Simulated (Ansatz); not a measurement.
# FePt: a changed input and its effect

System: FePt (P4/mmm, 2 atoms in the cell).
Method of the first run: Kohn-Sham DFT of a periodic cell, revPBE with D3(BJ), all-electron LAPW, scalar-relativistic, spin-polarised (Ansatz 0.2.0).

The structure derives from an entry of the Crystallography Open Database. Text and figures count atoms from 1; the logs count them from 0 in places.

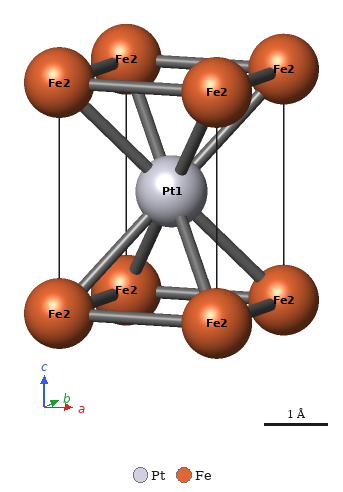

Fig. 1: The input geometry (ball-and-stick view of the cell of the calculation, seen slightly off an axis; atoms are numbered from 1 in the order of the input). An atom can appear more than once, as a periodic image. Near neighbours in the periodic cell (some may lie outside the picture): Pt has 8 Fe at 2.68 Å and 4 Pt at 2.72 Å; Fe has 4 Fe at 2.72 Å and 8 Pt at 2.68 Å.

Input, the first run:
```yaml
crystal:
  lattice:
    - [2.7235, 0.0, 0.0]
    - [0.0, 2.7235, 0.0]
    - [0.0, 0.0, 3.72]
  atoms:
    - { symbol: Pt, position: [0.5, 0.5, 0.5] }
    - { symbol: Fe, position: [0.0, 0.0, 0.0], spin: 3.0 }
kpoints:
  mp_grid: { grid: [10, 10, 7] }
scf:
  occupations: { method: fermi_dirac, width: 0.05 }
hamiltonian:
  xc: revpbe
  dispersion: d3bj
  pseudopotentials: { kind: all_electron, lapw: { basis_error: 0.001 } }
magnetization:
  spin_polarized: true
output:
  forces: true
  stress: true
relax:
  f_tol: 0.01
  max_steps: 60
  cell: {}
```

Launched with:
```bash
ansatz run input.yaml --threads 2 --pin off --max-ram 6144MiB --backend cpu --events-out ev --progress --plain --runs-dir out
```

Hardware: 2 threads of Arm Neoverse V1, 24 GiB of memory available, shared host.

Output, shortened to warnings, some set-up lines, iterations and results (the first run):
```
Basis set: ecut = 303.20539983575475 eV, 335 PW (Γ), exchange–correlation at level 2
Symmetry: 16 space group operations
k-points: 84 of 700
Initial density: superposition of atomic densities (chi_scale 0.1, normalization cell)
[...]
SCF iter   1: F=—  HF=-535608.266045 eV  |F-HF|=—  |Δ(HF+E_count)|=         —  Δρ=5.26e-2 (↑2.87e-2 ↓5.26e-2)  dr2=3.52e0  dr2_m=4.36e-2  M=2.780 μB ∫|m|=2.851 μB  β_m=0.30  …
SCF iter   2: F=—  HF=-535607.144921 eV  |F-HF|=—  |Δ(HF+E_count)|=    1.12e0  Δρ=1.44e-2 (↑4.94e-3 ↓1.44e-2)  dr2=5.79e-2  dr2_m=1.47e-2  M=3.134 μB ∫|m|=3.201 μB  β_m=0.29  …
SCF iter   3: F=—  HF=-535607.172266 eV  |F-HF|=—  |Δ(HF+E_count)|=         —  Δρ=1.30e-2 (↑6.72e-3 ↓1.30e-2)  dr2=9.49e-2  dr2_m=1.43e-2  M=3.223 μB ∫|m|=3.326 μB  β_m=0.29  …
SCF iter   4: F=—  HF=-535607.167036 eV  |F-HF|=—  |Δ(HF+E_count)|=         —  Δρ=1.01e-2 (↑5.34e-3 ↓1.01e-2)  dr2=5.76e-2  dr2_m=8.83e-3  M=3.238 μB ∫|m|=3.357 μB  β_m=0.62  …
SCF iter   5: F=—  HF=-535607.176202 eV  |F-HF|=—  |Δ(HF+E_count)|=         —  Δρ=2.07e-3 (↑1.37e-3 ↓2.07e-3)  dr2=5.90e-3  dr2_m=5.54e-5  M=3.286 μB ∫|m|=3.466 μB  β_m=0.64  …
[... 45 lines ...]
SCF iter   1: F=—  HF=-535607.187131 eV  |F-HF|=—  |Δ(HF+E_count)|=         —  Δρ=6.94e-7 (↑6.94e-7 ↓5.79e-7)  dr2=3.84e-10  dr2_m=4.27e-11  M=3.255 μB ∫|m|=3.435 μB  …
SCF iter   2: F=—  HF=-535607.187131 eV  |F-HF|=—  |Δ(HF+E_count)|=   5.12e-9  Δρ=3.57e-7 (↑3.57e-7 ↓2.85e-7)  dr2=5.86e-11  dr2_m=1.14e-11  M=3.255 μB ∫|m|=3.435 μB  …
SCF iter   3: F=-535607.187131 eV  HF=-535607.187131 eV  |F-HF|=0.00e0  |Δ(HF+E_count)|=   2.68e-9  Δρ=4.36e-7 (↑2.76e-7 ↓4.36e-7)  dr2=6.95e-11  dr2_m=7.37e-12  M=3.255 μB …
SCF 5 converged in 3 iterations: F = -535607.187131 eV  dr2 = 6.95e-11
relax step   5: F+E_penalty+E_count = -535607.18713105 eV  Δ(F+E_penalty+E_count) = -1.899e-7 eV  max|allowed force component| = 4.286e-30 eV/Å  Δτ_max = 0.0000 Å  P = -0.001 …
basis re-selected at this cell: Δ(F+E_penalty+E_count) = -1.899e-7 eV, ΔP = -0.000 GPa vs the last step (what re-selecting the basis moved, after the strain that the cell walked since its last selection, with what the two solves' SCF thresholds leave and, on support functions, any second-order …
SCF converged after 3 iterations
Magnetization: 3.2546 μB (30.6273 up, 27.3727 down)
Absolute magnetization: 3.4355 μB (∫|ρ↑−ρ↓|)
Spin contamination: 0.0861 ħ² per cell (⟨S²⟩ above its minimum at these occupations)
Per-site moments (μB) at R_I (Å): [(0.3815476553407251, 1.3097186314144538), (2.9423819868454064, 1.2653540967789834)]
Free energy (F): -535607.187131 eV
Harris-Foulkes:  -535607.187131 eV  (|F-HF|=0.00e0)
Internal energy: -535607.176601 eV  (E = F + TS)
E sigma→0 (E₀):  -535607.181866 eV
Entropy (-TS):   -0.010530 eV (-5.265 meV/atom)
Fermi energy:    24.469069 eV
--- Per-component energies (eV) ---
  E_band       = -3625.443751
  E_kinetic    = 604029.315205
  E_xc         = -11231.521014
  E_electrostatic = -1128402.883529  (all electrons and nuclei)
  E_disp       = -2.087264  (pairwise vdW)
  E_smearing   = -0.010530  (= −TS)
  E_closure    = 0.000000  (closes the sum)
  E_atoms      = -535590.339817  (free atoms, spherical and without spin; not in F)
  Σ components = -535607.187131   (vs F -535607.187131, Δ=0.00e0)
  Basis errors (estimates in eV, not in F): energy 2.2e-4 per atom: plane waves 1.8e-4 (9.7e-5 summed), levels above the bands 9.4e-82, relativity 1.0e-7, radial functions 4.1e-5, core shells 6.0e-7; eigenvalues (radial functions only) 9.8e-7; not estimated: angular momenta, meshes, grids; target …
--- Forces (eV/Å), atoms counted from 1 ---
  atom   1  Pt     0.00000000     0.00000000     0.00000000
  atom   2  Fe    -0.00000000     0.00000000     0.00000000
  max |Σ_I F_I| component: 5.63e-30 eV/Å
--- Stress (GPa, compression-positive) ---
       -0.001059      -0.000000      -0.000000
       -0.000000      -0.001059      -0.000000
       -0.000000      -0.000000      -0.001110
  P = ⅓ Tr σ = -0.0011 GPa (-0.011 kbar)
--- Relaxed structure (4 steps of the walk, 4 accepted, 1 SCFs on fresh bases) ---
  F+E_penalty+E_count = -535607.18713105 eV   max|allowed force component| = 4.286e-30 eV/Å   (the final SCF, on the basis selected at the relaxed cell)
  cell:  # Å, volume = 26.8983 Å³
[...]
```

For the second run the input was changed thus:
```diff
-  dispersion: d3bj
+  dispersion: d4
-  f_tol: 0.01
+  f_tol: 0.02
```

How does the second run compare with the first run?

The total energies belong to different models, so their difference says nothing on which is more stable or more accurate. The volume per atom goes from 13.45 to 13.62 Å³. The SCF takes 37 iterations over all geometry steps against 45.

Output, shortened to warnings, some set-up lines, iterations and results (the second run):
```
Basis set: ecut = 303.20539983575475 eV, 335 PW (Γ), exchange–correlation at level 2
Symmetry: 16 space group operations
k-points: 84 of 700
Initial density: superposition of atomic densities (chi_scale 0.1, normalization cell)
[...]
SCF iter   1: F=—  HF=-535607.972884 eV  |F-HF|=—  |Δ(HF+E_count)|=         —  Δρ=5.26e-2 (↑2.87e-2 ↓5.26e-2)  dr2=3.52e0  dr2_m=4.36e-2  M=2.780 μB ∫|m|=2.851 μB  β_m=0.30  …
SCF iter   2: F=—  HF=-535606.851761 eV  |F-HF|=—  |Δ(HF+E_count)|=    1.12e0  Δρ=1.44e-2 (↑4.94e-3 ↓1.44e-2)  dr2=5.79e-2  dr2_m=1.47e-2  M=3.134 μB ∫|m|=3.201 μB  β_m=0.29  …
SCF iter   3: F=—  HF=-535606.879105 eV  |F-HF|=—  |Δ(HF+E_count)|=         —  Δρ=1.30e-2 (↑6.72e-3 ↓1.30e-2)  dr2=9.49e-2  dr2_m=1.43e-2  M=3.223 μB ∫|m|=3.326 μB  β_m=0.29  …
SCF iter   4: F=—  HF=-535606.873876 eV  |F-HF|=—  |Δ(HF+E_count)|=         —  Δρ=1.01e-2 (↑5.34e-3 ↓1.01e-2)  dr2=5.76e-2  dr2_m=8.83e-3  M=3.238 μB ∫|m|=3.357 μB  β_m=0.62  …
SCF iter   5: F=—  HF=-535606.883042 eV  |F-HF|=—  |Δ(HF+E_count)|=         —  Δρ=2.07e-3 (↑1.37e-3 ↓2.07e-3)  dr2=5.90e-3  dr2_m=5.54e-5  M=3.286 μB ∫|m|=3.466 μB  β_m=0.64  …
[... 35 lines ...]
SCF iter   1: F=—  HF=-535606.885082 eV  |F-HF|=—  |Δ(HF+E_count)|=         —  Δρ=5.43e-7 (↑4.41e-7 ↓5.43e-7)  dr2=3.14e-10  dr2_m=1.73e-12  M=3.277 μB ∫|m|=3.461 μB  …
SCF iter   2: F=—  HF=-535606.885082 eV  |F-HF|=—  |Δ(HF+E_count)|=   3.49e-9  Δρ=2.40e-7 (↑1.54e-7 ↓2.40e-7)  dr2=2.80e-11  dr2_m=2.86e-12  M=3.277 μB ∫|m|=3.461 μB  …
SCF iter   3: F=-535606.885082 eV  HF=-535606.885082 eV  |F-HF|=4.54e-9  |Δ(HF+E_count)|=   2.79e-9  Δρ=1.29e-6 (↑7.39e-7 ↓1.29e-6)  dr2=2.10e-9  dr2_m=3.11e-11  M=3.277 μB …
SCF 4 converged in 3 iterations: F = -535606.885082 eV  dr2 = 2.10e-9
relax step   4: F+E_penalty+E_count = -535606.88508209 eV  Δ(F+E_penalty+E_count) = +2.109e-7 eV  max|allowed force component| = 4.314e-31 eV/Å  Δτ_max = 0.0000 Å  P = -0.039 …
basis re-selected at this cell: Δ(F+E_penalty+E_count) = +2.109e-7 eV, ΔP = +0.000 GPa vs the last step (what re-selecting the basis moved, after the strain that the cell walked since its last selection, with what the two solves' SCF thresholds leave and, on support functions, any second-order …
SCF converged after 3 iterations
Magnetization: 3.2767 μB (30.6383 up, 27.3617 down)
Absolute magnetization: 3.4609 μB (∫|ρ↑−ρ↓|)
Spin contamination: 0.0880 ħ² per cell (⟨S²⟩ above its minimum at these occupations)
Per-site moments (μB) at R_I (Å): [(0.38184509356891283, 1.3151811201105306), (2.965347769875807, 1.2706315527793803)]
Free energy (F): -535606.885082 eV
Harris-Foulkes:  -535606.885082 eV  (|F-HF|=4.54e-9)
Internal energy: -535606.874308 eV  (E = F + TS)
E sigma→0 (E₀):  -535606.879695 eV
Entropy (-TS):   -0.010774 eV (-5.387 meV/atom)
Fermi energy:    24.104660 eV
--- Per-component energies (eV) ---
  E_band       = -3644.735498
  E_kinetic    = 604027.793076
  E_xc         = -11231.240355
  E_electrostatic = -1128401.666051  (all electrons and nuclei)
  E_disp       = -1.760978  (pairwise vdW)
  E_smearing   = -0.010774  (= −TS)
  E_closure    = 0.000000  (closes the sum)
  E_atoms      = -535590.339817  (free atoms, spherical and without spin; not in F)
  Σ components = -535606.885082   (vs F -535606.885082, Δ=0.00e0)
  Basis errors (estimates in eV, not in F): energy 2.2e-4 per atom: plane waves 1.8e-4 (9.6e-5 summed), levels above the bands 6.6e-81, relativity 8.9e-8, radial functions 4.1e-5, core shells 5.3e-7; eigenvalues (radial functions only) 9.8e-7; not estimated: angular momenta, meshes, grids; target …
--- Forces (eV/Å), atoms counted from 1 ---
  atom   1  Pt     0.00000000     0.00000000     0.00000000
  atom   2  Fe     0.00000000     0.00000000     0.00000000
  max |Σ_I F_I| component: 1.11e-30 eV/Å
--- Stress (GPa, compression-positive) ---
       -0.048170       0.000000       0.000000
        0.000000      -0.048170       0.000000
        0.000000       0.000000      -0.019599
  P = ⅓ Tr σ = -0.0386 GPa (-0.386 kbar)
--- Relaxed structure (3 steps of the walk, 3 accepted, 1 SCFs on fresh bases) ---
  F+E_penalty+E_count = -535606.88508209 eV   max|allowed force component| = 4.314e-31 eV/Å   (the final SCF, on the basis selected at the relaxed cell)
  cell:  # Å, volume = 27.2362 Å³
[...]
```

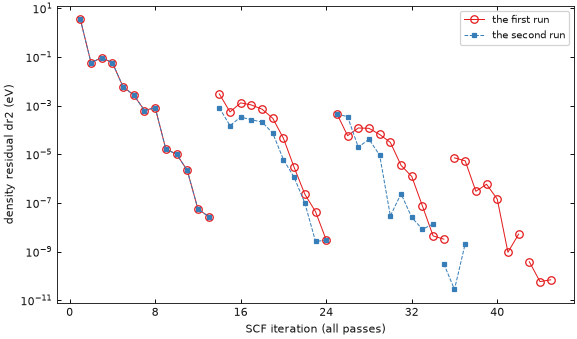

Fig. 2: Convergence of the two runs: density residual dr2 against the SCF iteration. A break in a curve parts two SCF passes. The first run takes 45 iterations in all, and the second run takes 37.

The two runs side by side:

| quantity | the first run | the second run |
| --- | --- | --- |
| outcome | converged | converged |
| free energy per atom (eV) | −267803.5936 | −267803.4425 |
| energy per atom, smearing taken to zero (eV) | −267803.5909 | −267803.4398 |
| net moment of the cell (μB) | 3.25 | 3.28 |
| absolute moment of the cell (μB) | 3.44 | 3.46 |
| pressure (GPa) | 0.00 | −0.04 |
| volume per atom (Å³) | 13.45 | 13.62 |
| largest force (eV/Å) | 0.000 | 0.000 |
| SCF iterations | 45 | 37 |
| irreducible k-points | 84 | 84 |
| wall time (shared host) | 2.8 min | 2.3 min |

For both runs: Spin–orbit coupling is left out, which matters for Pt.
